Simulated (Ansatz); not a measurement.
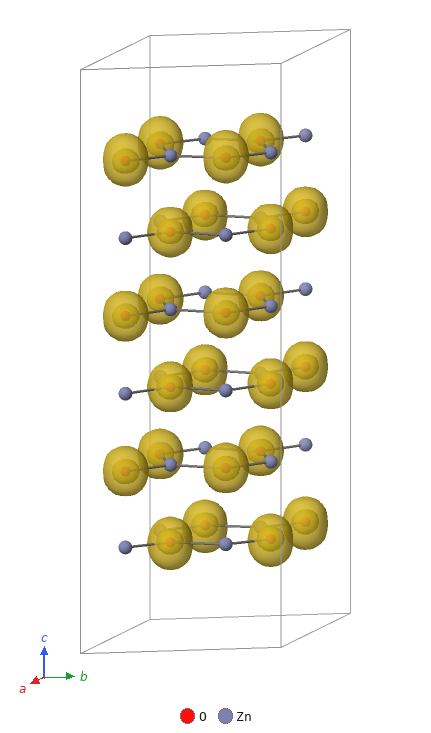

*ZnO (slab). Isosurface of the ELF at 0.75 (yellow), seen slightly off an axis. Only the valence region is drawn (cores and ρ < 0.01 e/Å³ removed). Sticks mark near contacts.*

These are results of DFT PBE, scalar-relativistic, plane waves, PAW (Ansatz), not measurements.

Core electrons are frozen (PAW), and the valence fields are smoothed inside the atomic spheres.

Input

```
crystal:
  lattice:
    - [3.2794753228, 0.0, 0.0]
    - [-1.6397376614, 2.8401089406, 0.0]
    - [0.0, 0.0, 28.872794083]
  atoms:
    - { symbol: O, position: [0.3333333333, 0.6666666667, 0.2597601042] }
    - { symbol: Zn, position: [0.6666666667, 0.3333333333, 0.281925189] }
    - { symbol: O, position: [0.6666666667, 0.3333333333, 0.3514230456] }
    - { symbol: Zn, position: [0.3333333333, 0.6666666667, 0.3735881303] }
    - { symbol: O, position: [0.3333333333, 0.6666666667, 0.4430859869] }
    - { symbol: Zn, position: [0.6666666667, 0.3333333333, 0.4652510717] }
    - { symbol: O, position: [0.6666666667, 0.3333333333, 0.5347489283] }
    - { symbol: Zn, position: [0.3333333333, 0.6666666667, 0.5569140131] }
    - { symbol: O, position: [0.3333333333, 0.6666666667, 0.6264118697] }
    - { symbol: Zn, position: [0.6666666667, 0.3333333333, 0.6485769544] }
    - { symbol: O, position: [0.6666666667, 0.3333333333, 0.718074811] }
    - { symbol: Zn, position: [0.3333333333, 0.6666666667, 0.7402398958] }
basis:
  ecutwfc: 420
kpoints:
  mp_grid: { grid: [9, 9, 1] }
hamiltonian:
  xc: pbe
scf:
  occupations: { method: gaussian, width: 0.05 }
output:
  forces: true
  eigenvalues: true
  write_density: true
  write_potential: true
  elf: true
  volumetric_format: npy
relax:
  adjacent_minimum: "off"
  f_tol: 0.02
  max_steps: 60
efield:
  axis: 3
  dipole_correction: true
  ramp_width: 0.04
```

Command:

```sh
ansatz run input.yaml --threads 1 --pin off --max-ram 2560MiB --backend cpu --events-out ev --progress --plain --runs-dir out
```

The fields are those of the run's last geometry, not of the input's.

> Where are the electrons localised?

The ELF exceeds this value in six regions wrapped around O (the valence shell of each), counted in one cell of 12 atoms. Counts are for one cell; the picture repeats the cell along the surface.

Values along the shortest contacts:
Zn–O (1.89 Å): the ELF peaks at about 0.85 in the valence shell of O, 0.6 Å from its nucleus, and is about 0.30 at the midpoint; no shared electron pair shows on this line.

> Does the calculation make it a metal, or give it a gap?

It is gapped, with a Kohn–Sham gap of 1.1 eV on the k-point mesh (the band edges may lie off the mesh, which would make the gap smaller).
